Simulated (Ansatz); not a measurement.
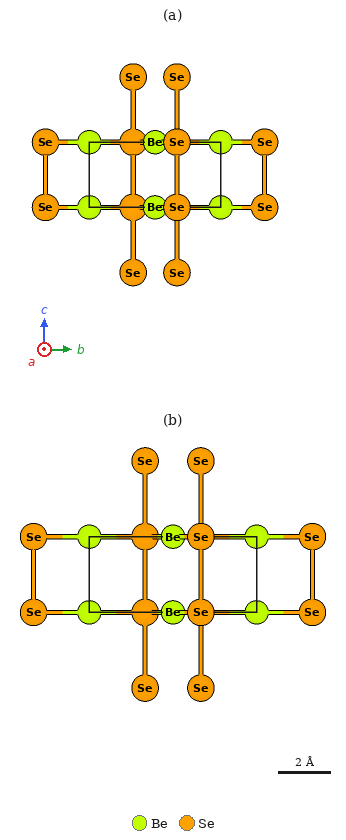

The structure of crystalline Be₃Se₂ (a generated structure, set up in P6/mmm) (coarse preliminary run) before (top) and after (bottom) a relaxation, at one scale.

Style: ball-and-stick. Shown: the cell of the calculation, along the a axis.

Method: DFT PBE, scalar-relativistic, plane waves, PAW in Ansatz 0.2.0.

Input file:
```yaml
crystal:
  lattice:
    - [5.85808796, 0.0, 0.0]
    - [-2.92904398, 5.07325299, 0.0]
    - [0.0, 0.0, 2.51505483]
  atoms:
    - { symbol: Be, position: [0.5, 0.0, 0.0] }
    - { symbol: Be, position: [0.0, 0.5, 0.0] }
    - { symbol: Be, position: [0.5, 0.5, 0.0] }
    - { symbol: Se, position: [0.33333333, 0.66666667, 0.0] }
    - { symbol: Se, position: [0.66666667, 0.33333333, 0.0] }
basis:
  ecutwfc: 420
kpoints:
  mp_grid: { grid: [3, 3, 6] }
hamiltonian:
  xc: pbe
scf:
  occupations: { method: gaussian, width: 0.1 }
  lower_state_search: "off"
output:
  forces: true
  stress: true
  eigenvalues: true
relax:
  adjacent_minimum: "off"
  f_tol: 0.04
  max_steps: 70
  cell: { stress_tol: 0.4 }
```

Command:
```bash
ansatz run input.yaml --threads 1 --pin off --max-ram 2048MiB --backend cpu --events-out ev --progress --plain --runs-dir out
```

> Describe what moved and what it gained.

The energy falls by 10.180 eV per cell of the calculation in 8 accepted moves (10 points after the start). All forces vanish by symmetry, so only the cell relaxes. The pressure goes from 82.13 to 0.04 GPa. At 2 points the geometry stayed and the basis and grid were re-selected for the new cell (energy shift of 0.199 eV per cell of the calculation at most each time). No atom moves by more than 0.005 Å relative to the cell. The drawn cell changes as follows: a = b 5.858 → 7.456 Å (+27.3 %), c 2.515 → 2.921 Å (+16.2 %); the volume changes by +88.2 %. Near-neighbour distances that change, for instance: Be1–Se4 1.691 → 2.152 Å, Se4–Se4 2.515 → 2.921 Å. The space group stays P6/mmm (No. 191). Cost: 13 s on 1 thread of Intel(R) Xeon(R) 6975P-C (Granite Rapids), with other jobs on the host, peak memory 0.45 GiB.

Limits of the set-up: the k-point mesh is coarse for a cell with partly filled bands.
